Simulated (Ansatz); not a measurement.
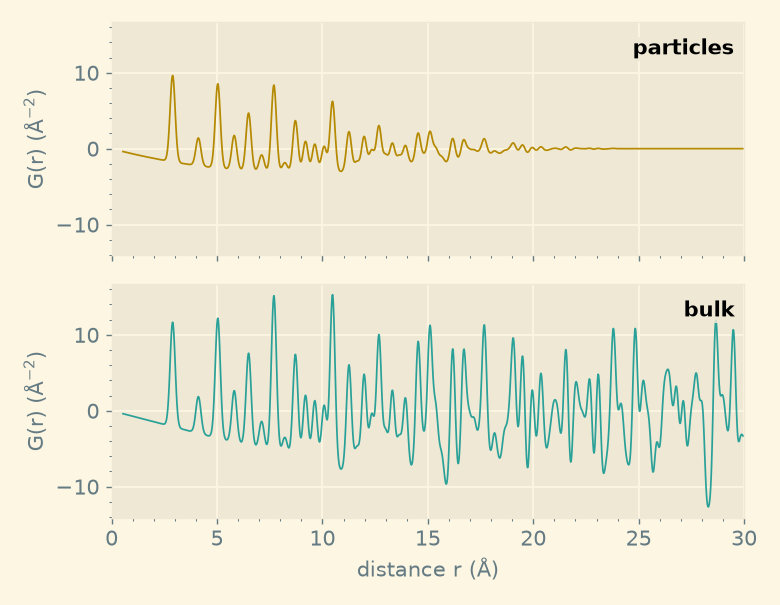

Simulated X-ray pair distribution function, G(r) = R(r)/r − 4πρ₀r, summed over the atomic distances of the structure with each pair weighted by the product of the atomic numbers (X-ray weights at Q = 0); every distance is a Gaussian of σ = 0.12 Å, for spherical particles of Ti with the bulk structure: the bulk G(r) is multiplied by the envelope of a sphere of diameter D, 1 − 3r/2D + r³/2D³, with no surface relaxation. The number density is 0.0575 atoms per Å³. Structure used: the input geometry of an electronic-structure calculation (not necessarily at equilibrium); the starting structure was generated, so it need not be a known form of this composition.

Q: Estimate the particle diameter.

A: About 25 Å (2.5 nm): the signal is half of the bulk amplitude at r ≈ 8.7 Å and vanishes at r = D, fading from view somewhat earlier.

Q: Roughly how many atoms does one particle hold?

A: About 470 (number density 0.0575 Å⁻³ times πD³/6).
